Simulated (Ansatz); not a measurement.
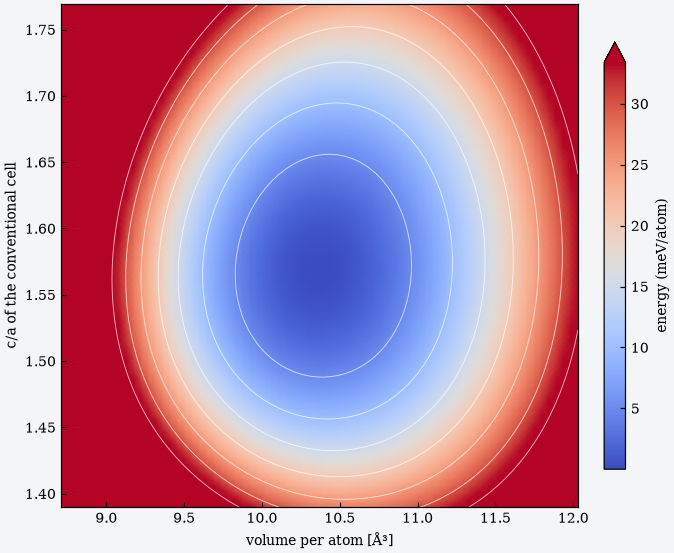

Energy landscape of LiF (P6_3mc, No. 186; 4 atoms in the cell). The energy is mapped over volume and the cell's shape. The first coordinate is: volume per atom; the second: c/a of the conventional cell. Nothing is relaxed (fractional coordinates fixed). Grid: 9 × 9 points. Points are written as (first, second). All energies are given in meV/atom relative to the lowest grid point. All numbers below come from DFT PBE, scalar-relativistic, plane waves, PAW (Ansatz). Settings: cutoff 520 eV, k-mesh 9×9×6 in the order of the run's cell vectors, gaussian smearing 0.05 eV, no spin polarisation.

In the figure: a smooth colour map with a few white contour lines, one colour for all values above the top of the scale. Between grid points the surface is interpolated. 

### Describe this landscape.

The lowest grid point is at (10.370 Å³, 1.568). It is the only kind of minimum in the scanned range. The highest grid point, (8.711 Å³, 1.769), lies 98 meV/atom above the lowest. Round the minimum the two coordinates are nearly uncoupled. The gap on the k-mesh is 7.6 eV at the lowest point and runs from 6.8 to 8.6 eV over the map.

The input of one point:

```yaml
crystal:
  lattice:
    - [3.1259140087, 0.0, 0.0]
    - [-1.5629570043, 2.7071209416, 0.0]
    - [0.0, 0.0, 4.9018781194]
  atoms:
    - { symbol: Li, position: [0.3333333333, 0.6666666667, 0.3810713234] }
    - { symbol: Li, position: [0.6666666667, 0.3333333333, 0.8810713234] }
    - { symbol: F, position: [0.3333333333, 0.6666666667, 0.9939266766] }
    - { symbol: F, position: [0.6666666667, 0.3333333333, 0.4939266766] }
basis:
  ecutwfc: 520.0
kpoints:
  mp_grid: { grid: [9, 9, 6] }
hamiltonian:
  xc: pbe
scf:
  occupations: { method: gaussian, width: 0.05 }
output:
  forces: true
  stress: true
  eigenvalues: true
  write_density: true
  write_potential: true
  elf: true
  volumetric_format: npy
```

Each point was launched as `ansatz run input.yaml --threads 1 --pin off --max-ram 2048MiB --backend cpu --events-out ev --progress --plain --runs-dir out`. The whole map (81 points run) took 4.3 min on 1 thread of Intel(R) Xeon(R) Platinum 8488C (Sapphire Rapids) (shared host).
